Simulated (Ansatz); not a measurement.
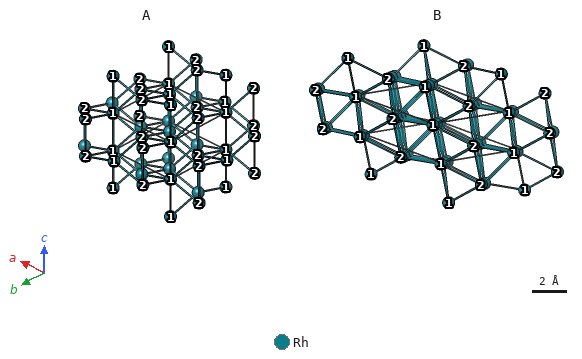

Two geometries of solid Rh (a generated structure, set up in I4_1/amd), drawn at one scale. One is the start of a relaxation, the other its converged end. Style: ball-and-stick. Shown: the conventional cell (2 times the calculation's cell), from a free direction. Lengths and directions refer to the drawn axes.

Method: Ansatz, DFT, PBE, plane waves (420 eV) with PAW, scalar-relativistic. Settings: plane-wave cutoff 420 eV; k-point mesh 14 × 14 × 9; occupations fermi dirac; smearing width 0.05 eV; collinear spin; cell and atoms relaxed; force threshold 0.01 eV/Å; at most 60 steps.

Which one is relaxed?

Structure B is the relaxed one. Phase: beta-Sn type. Over 33 accepted moves (39 points after the start) the energy falls by 587 meV per atom. The largest force component goes from 0.00048 to 0.00015 eV/Å. The pressure goes from 18.90 to 0.02 GPa. The line search rejected the trial steps at points 20, 30 of the run. The SCF was repeated 4 times at an unchanged geometry on a basis and grid sized afresh for the cell, which shifted the energy by 45.0 meV per atom at most. The largest moves relative to the cell, 0.20 Å, are those of Rh1 and Rh2. Rh1 goes along [−1 1 0]. The volume changes by −2.3 %, with a = b 4.729 → 5.166 Å (+9.2 %), c 2.582 → 2.724 Å (+5.5 %), α 90.0° → 74.7°, β 90.0° → 74.7°, γ 90.0° → 54.3°. Some distances before and after: Rh1–Rh1 3.585 → 2.724 Å, Rh1–Rh2 3.057 → 2.700 Å, Rh1–Rh2 (another image) 2.451 → 2.700 Å, Rh1–Rh1 (another image) 2.582 → 2.724 Å. New bonds form: Rh1–Rh1 (3.58 → 2.72 Å), Rh2–Rh2 (3.58 → 2.72 Å). Among the angles between lasting bonds that change: Rh2–Rh1–Rh2 94.0° → 146.1°, Rh2–Rh1–Rh2 94.0° → 60.6°, Rh1–Rh1–Rh2 105.3° → 90.0°. The space group (tolerance 0.01 Å) goes from I4_1/amd (No. 141) to P6_3/mmc (No. 194). The program noted that the starting moments weren't kept.
